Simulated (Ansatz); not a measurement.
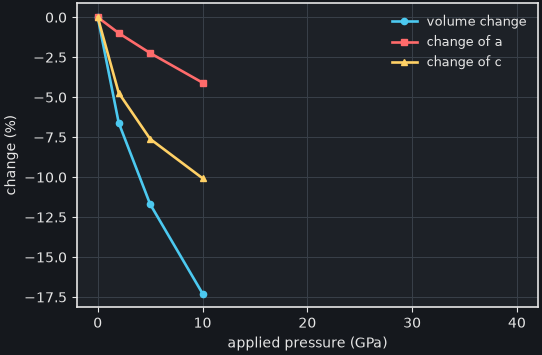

Plotted: volume change, change of a and change of c against applied pressure for ZrS₂, space group P-3m1 (No. 164).

Cell as given: a = 3.627 Å, b = 3.627 Å, c = 5.887 Å, α = 90.00°, β = 90.00°, γ = 120.00°; 3 atoms.

Calculation (Ansatz 0.2.0): volume, enthalpy and cell of a crystal along a series of hydrostatic pressures at zero temperature, keeping its symmetry; changes are against the given cell; the k mesh follows the cell and the gap; plane waves with PAW datasets, Γ-centred k mesh. Level: PBEsol, no spin polarisation.

```tsv
setting	value
wave cutoff	420 eV
occupations	Gaussian
k mesh at zero pressure	12×12×6
smearing width at zero pressure	0.02 eV
```

The change of b equals the change of a.

The points at applied pressure 20 GPa and 40 GPa are left out of the plot. What values does the calculation give there?

```json
{"applied pressure (GPa)": "20", "volume change (%)": "-24.54", "change of a (%)": "-7.18", "change of c (%)": "-12.42"}
{"applied pressure (GPa)": "40", "volume change (%)": "-34.18", "change of a (%)": "-12.48", "change of c (%)": "-14.08"}
```

Caveats: a crossing between the sampled k points may be missed; narrow smearing for a metal.
